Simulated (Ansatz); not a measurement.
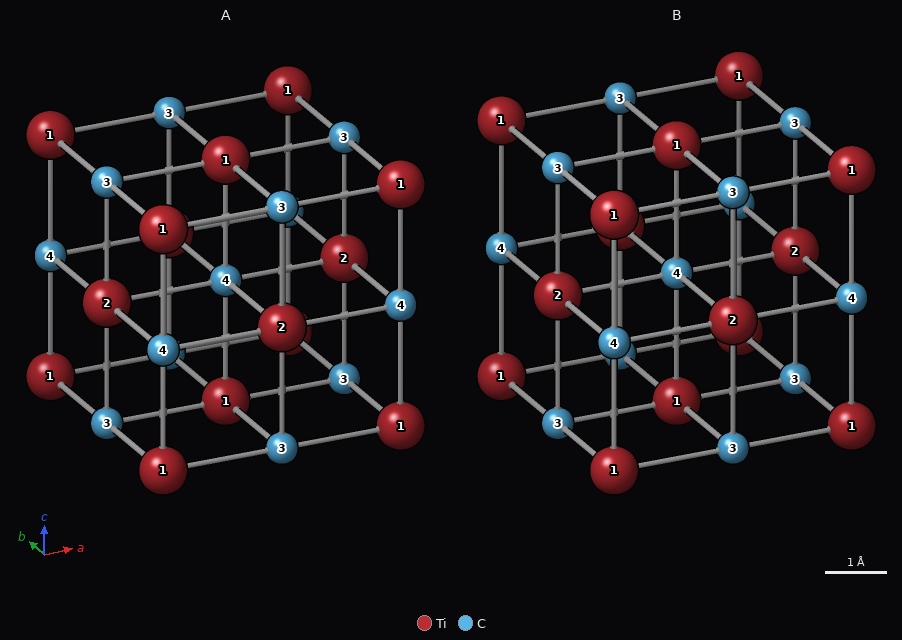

Two geometries of a crystal of TiC (set up in Fm-3m): one is the relaxed structure, the other was perturbed away from it. Style: ball-and-stick. Shown: the conventional cell (2 times the calculation's cell), from a free direction. Lengths and directions refer to the drawn axes.

These are results of Ansatz 0.2.0, DFT r2SCAN, scalar-relativistic, plane waves, PAW, not measurements. Set-up: plane-wave cutoff 500 eV; k-point mesh 18 × 18 × 12; occupations gaussian; smearing width 0.1 eV; no spin polarisation.

Question: Which one is perturbed?

Answer: Structure B is the perturbed one. Strain along c alone, +6.0 %, is applied. Symmetry leaves the atoms no freedom, so this is a single point. Some distances before and after: C–Ti 2.164 → 2.164 to 2.294 Å. The space group (tolerance 0.01 Å) goes from Fm-3m (No. 225) to I4/mmm (No. 139). Energy change: +48.1 meV per atom. Pressure: 0.0 GPa before, −12.2 GPa after. The principal stresses (compression positive) are −22.6 GPa along c and −7.0 GPa across it. All forces vanish by symmetry.
